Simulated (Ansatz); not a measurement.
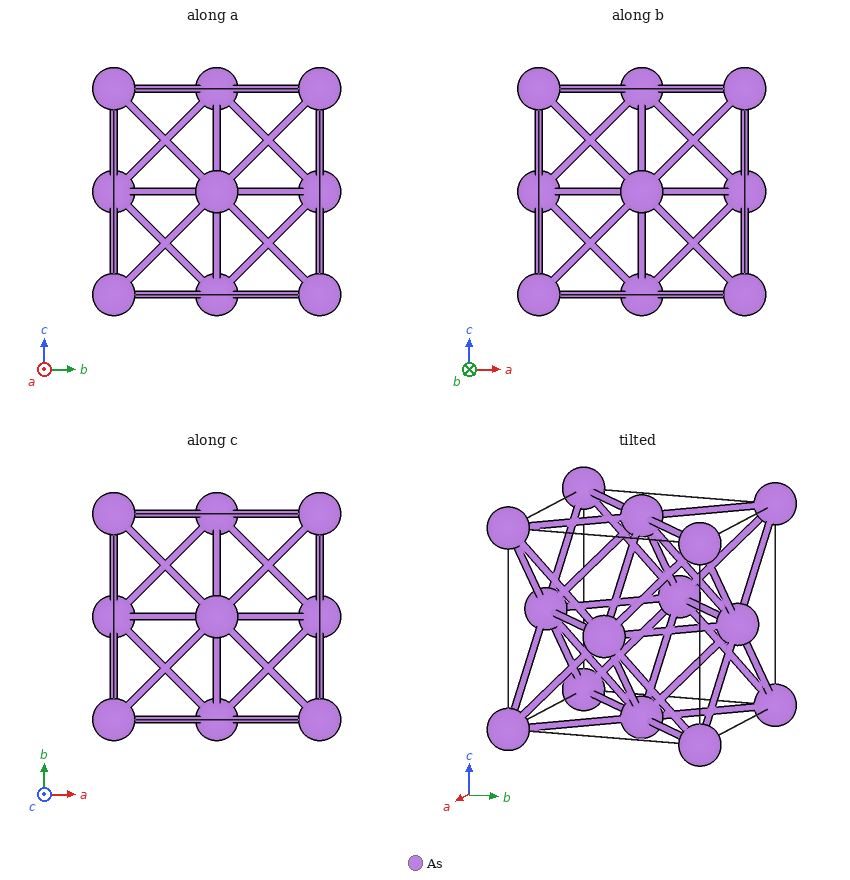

Drawn in the ball-and-stick manner and seen along the a axis, along the b axis, along the c axis and slightly off an axis. The lines enclose the conventional unit cell; boundary atoms appear with their images.

Lattice parameters: a = 4.249 Å, b = 4.249 Å, c = 4.249 Å, α = 90.00°, β = 90.00°, γ = 90.00°.

### Write down what is shown as a table of Wyckoff sites.

Space group Fm-3m (No. 225).
| atom | site | x | y | z |
| --- | --- | --- | --- | --- |
| As | 4a | 0.0000 | 0.0000 | 0.0000 |

Origin of the cell: a structure type filled with this element by a generator (whether the element takes this form wasn't checked). Earlier steps of the study may have refined or changed the cell and positions. An electronic-structure calculation with Ansatz was run on it.
